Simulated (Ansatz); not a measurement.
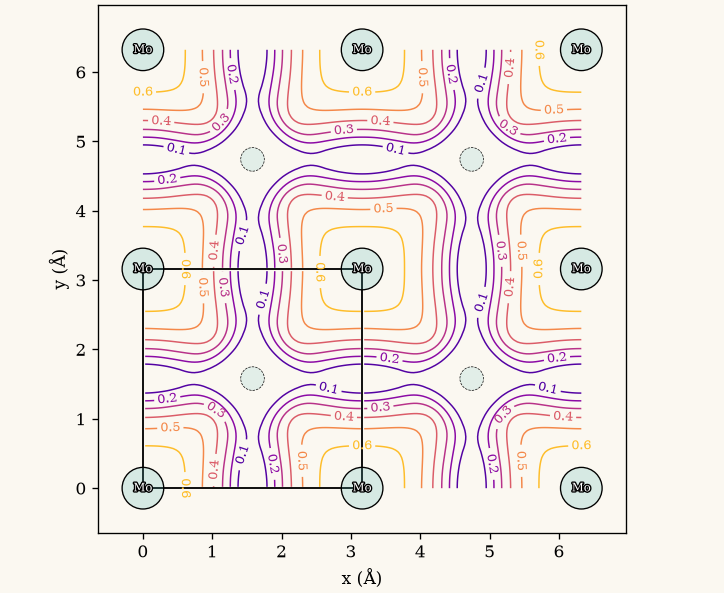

Energy landscape of H on a Mo(100) slab cut from the Im-3m phase, its upper half relaxed before the scan (16 atoms of substrate and one adsorbate in a 2 × 2 cell). H is moved over the surface cell; relaxed at each place: the height of the adsorbate's atoms; substrate rigid; the origin of the map has the adsorbate above Mo13. Places are given modulo a cell vector. The map is drawn in real space over the plane of the surface. The grid has 8 × 8 points; 15 points were computed and 49 follow by symmetry. Places are given in fractions of the 1 × 1 surface cell. All energies are given in eV relative to the lowest grid point. Computed with DFT PBE, scalar-relativistic, plane waves, PAW (Ansatz). Settings: cutoff 420 eV, k-mesh 4×4×1, gaussian smearing 0.1 eV, no spin polarisation.

The picture shows contour lines labelled in eV, labelled circles for the atoms of the top layer and small ones for the second layer, the outline of one cell of the 2 × 2 shown. Between grid points the surface is interpolated. 

Summarise what can be read from the map.

The lowest grid point is at a bridge site between two Mo atoms, (0/8, 4/8) of the cell vectors. The same energy is found at a bridge site between two Mo atoms, (4/8, 0/8) of the cell vectors. The highest grid point, the top site over a surface Mo atom, (0/8, 0/8) of the cell vectors, lies 0.67 eV above the lowest. At the lowest point the adsorbate has 2 Mo at 1.91 Å as nearest neighbours, at the highest 1 Mo at 1.78 Å. Its relaxed height above the top atom is 1.07 Å at the lowest and 1.78 Å at the highest point.

The input of one point:

```yaml
crystal:
  lattice:
    - [6.3209357483, 0.0, 0.0]
    - [0.0, 6.3209357483, 0.0]
    - [0.0, 0.0, 20.0883894453]
  atoms:
    - { symbol: Mo, position: [0.25, 0.25, 0.1991199947] }
    - { symbol: Mo, position: [0.25, 0.75, 0.1991199947] }
    - { symbol: Mo, position: [0.75, 0.25, 0.1991199947] }
    - { symbol: Mo, position: [0.75, 0.75, 0.1991199947] }
    - { symbol: Mo, position: [0.0, 0.0, 0.2777840379] }
    - { symbol: Mo, position: [0.0, 0.5, 0.2777840379] }
    - { symbol: Mo, position: [0.5, 0.0, 0.2777840379] }
    - { symbol: Mo, position: [0.5, 0.5, 0.2777840379] }
    - { symbol: Mo, position: [0.25, 0.25, 0.3589730499] }
    - { symbol: Mo, position: [0.25, 0.75, 0.3589730499] }
    - { symbol: Mo, position: [0.75, 0.25, 0.3589730499] }
    - { symbol: Mo, position: [0.75, 0.75, 0.3589730499] }
    - { symbol: Mo, position: [0.0, 0.0, 0.4275300152] }
    - { symbol: Mo, position: [0.0, 0.5, 0.4275300152] }
    - { symbol: Mo, position: [0.5, 0.0, 0.4275300152] }
    - { symbol: Mo, position: [0.5, 0.5, 0.4275300152] }
    - { symbol: H, position: [0.0, 0.25, 0.4720044032] }
basis:
  ecutwfc: 420
kpoints:
  mp_grid: { grid: [4, 4, 1] }
hamiltonian:
  xc: pbe
  pseudopotentials: { kind: paw, azcp: { folder: soft_1 } }
scf:
  occupations: { method: gaussian, width: 0.1 }
output:
  forces: true
  eigenvalues: true
relax:
  adjacent_minimum: "off"
  f_tol: 0.025
  max_steps: 16
  constraints:
    - { sites: [0, 1, 2, 3, 4, 5, 6, 7, 8, 9, 10, 11, 12, 13, 14, 15] }
    - { sites: [16], fix: xy }
efield:
  axis: 3
  dipole_correction: true
  ramp_width: 0.04
```

Time for the 15 points that were run: 17 min on 4 threads of Intel(R) Xeon(R) Platinum 8488C (Sapphire Rapids), on a shared host.
